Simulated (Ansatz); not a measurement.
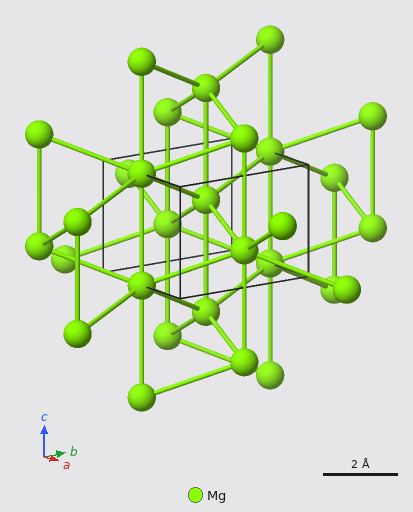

Starting structure of crystalline Mg (a generated structure, set up in P6_422). The picture is a ball-and-stick view of the cell of the calculation, seen slightly off an axis.

Computed with DFT PBE, scalar-relativistic, plane waves, PAW (Ansatz 0.2.0).

Input
```yaml
crystal:
  lattice:
    - [5.6574447761, -3.6e-09, 0.0]
    - [-2.8287223849, 4.8994908984, 0.0]
    - [0.0, 0.0, 3.0820676219]
  atoms:
    - { symbol: Mg, position: [0.0, 0.5, 0.3333333333] }
    - { symbol: Mg, position: [0.5, 0.5, 0.6666666667] }
    - { symbol: Mg, position: [0.5, 0.0, 0.0] }
basis:
  ecutwfc: 420
kpoints:
  mp_grid: { grid: [12, 12, 16] }
hamiltonian:
  xc: pbe
scf:
  occupations: { method: gaussian, width: 0.1 }
output:
  forces: true
  stress: true
  eigenvalues: true
  write_density: true
  write_potential: true
  elf: true
  volumetric_format: npy
relax:
  adjacent_minimum: "off"
  f_tol: 0.01
  max_steps: 80
  cell: { stress_tol: 0.05 }
```

Command:
```bash
ansatz run input.yaml --threads 1 --pin off --max-ram 2560MiB --backend cpu --events-out ev --progress --plain --runs-dir out
```

**Predict the outcome.**

The atoms keep their places relative to the cell (all moves are under 0.005 Å). Cell: a = b 5.657 → 5.686 Å (+0.5 %), c 3.082 → 3.059 Å (−0.8 %). Volume +0.2 %. Near-neighbour distances that change, for instance: Mg1–Mg1 3.082 → 3.059 Å, Mg1–Mg2 3.010 → 3.020 Å. The space group stays P6_422 (No. 181). The energy falls by 0.4 meV per atom in 2 accepted moves (3 points after the start). All forces vanish by symmetry, so only the cell relaxes. The pressure goes from 0.00 to 0.00 GPa. The SCF was repeated once at an unchanged geometry on a basis and grid sized afresh for the cell, which shifted the energy by less than 0.05 meV per atom at most. The run took 100 s on 1 thread of Arm Neoverse V1 (shared host), peak memory 0.54 GiB.

History of the run:

```tsv
step	E − E(0), meV/atom	pressure, GPa	volume, Å³/atom	note
0	0.00	0.00	28.477	
1	-0.36	0.02	28.492	
2	-0.42	0.00	28.544	
3	-0.42	0.00	28.544	same geometry, new basis
```

The structure at the end:

```xyz
3
Lattice="5.6859 0.0000 0.0000 -2.8429 4.9241 0.0000 0.0000 0.0000 3.0585" Properties=species:S:1:pos:R:3 pbc="T T T"
Mg    4.2644    2.4621    1.0195
Mg    1.4215    2.4621    2.0390
Mg    0.0000    4.9241    0.0000
```
